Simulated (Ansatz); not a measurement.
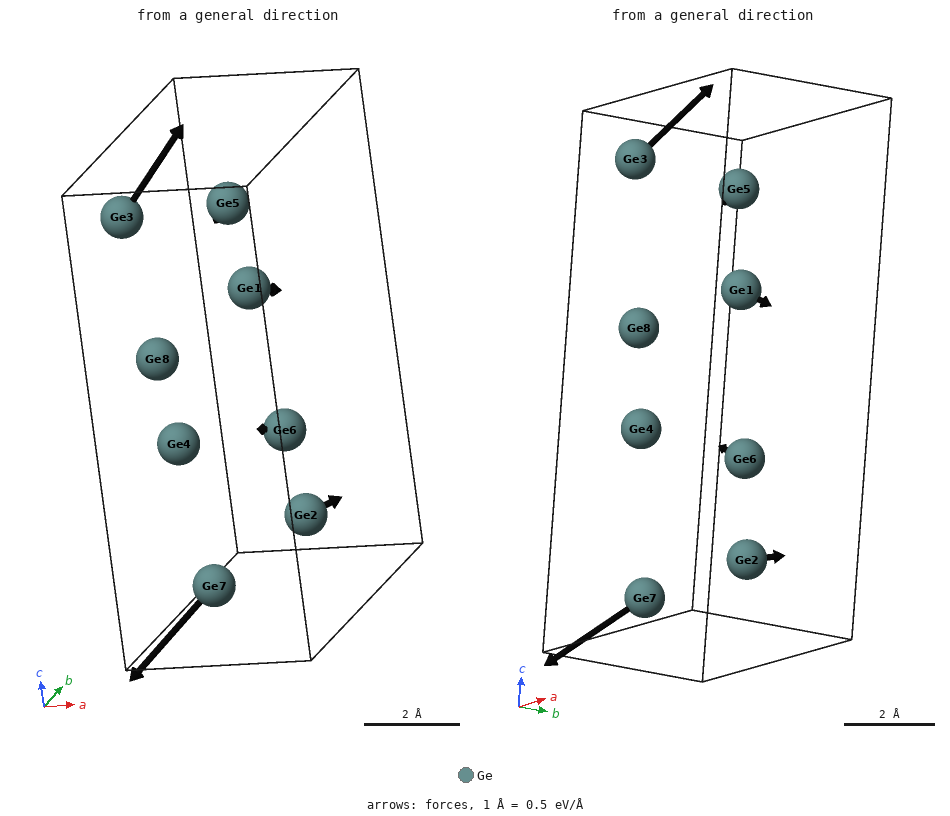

We look at a spheres-only model of the crystal from two general directions. The edges of the simulation cell are marked. The arrows are the computed forces on the atoms.

System: Ge. Computational set-up: DFT PBEsol, scalar-relativistic, plane waves, PAW in Ansatz, a basis cut at 420 eV, a 13×13×4 k-point grid, Gaussian smearing of 0.15 eV, no spin polarisation.

### Judging by the arrows, is the geometry relaxed?

No. The atoms still feel forces of up to about 1.2 eV/Å, far above a usual threshold of 0.01 to 0.03 eV/Å.

Source of the structure: a structure listed in the Materials Project. The cell was then strained or its atoms displaced on purpose. It was the input of a calculation with Ansatz.
